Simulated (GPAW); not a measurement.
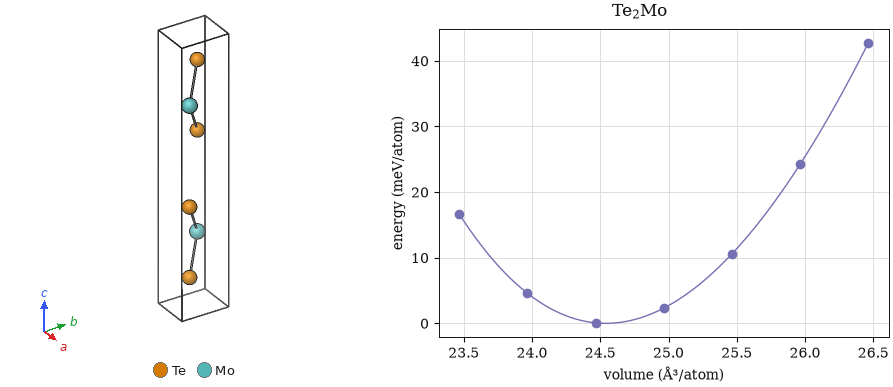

The picture above shows the energy against volume for Te₂Mo, space group P6_3/mmc (No. 194). The conventional cell is drawn beside the plot.

The given structure:
```xyz
6
Lattice="3.5182 0.0000 0.0000 -1.7591 3.0469 0.0000 0.0000 0.0000 13.9736" Properties=species:S:1:pos:R:3 pbc="T T T"
Te    1.7591    1.0156    5.2960
Te    0.0000    2.0312   12.2828
Te    1.7591    1.0156    1.6908
Te    0.0000    2.0312    8.6776
Mo    1.7591    1.0156   10.4802
Mo    0.0000    2.0312    3.4934
```

Computed with GPAW 26.7.0: PAW DFT in plane waves, on a grid or in atomic orbitals, no spin polarisation; energies at scaled volumes of the given cell, shape and fractions fixed, counted from the fit's minimum, third-order Birch-Murnaghan fit. Level: PBEsol.

k mesh 9×9×2; occupations Fermi–Dirac; smearing width 0.05 eV; potentials PAW data sets made by gpaw setup for the functional; wave cutoff 600 eV; program settings basis pw.

This calculation gives: equilibrium volume 24.54 Å³/atom and bulk modulus 104 GPa.

Now Te is replaced by S on all its sites, which gives MoS₂ in the same structure. The second calculation uses k mesh 10×10×3. Predict the effect.

The equilibrium volume falls from 24.54 to 17.51 Å³/atom (−29 %) and the bulk modulus rises from 104 to 156 GPa (+50 %).

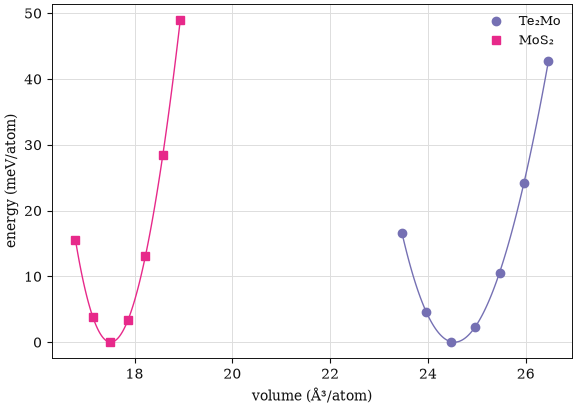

The two results together.

For both, limits of the calculation: shape and atomic fractions are frozen while scaling, which makes layered, chain and framework solids too stiff.

V0 and the bulk modulus come from third-order Birch–Murnaghan fits.
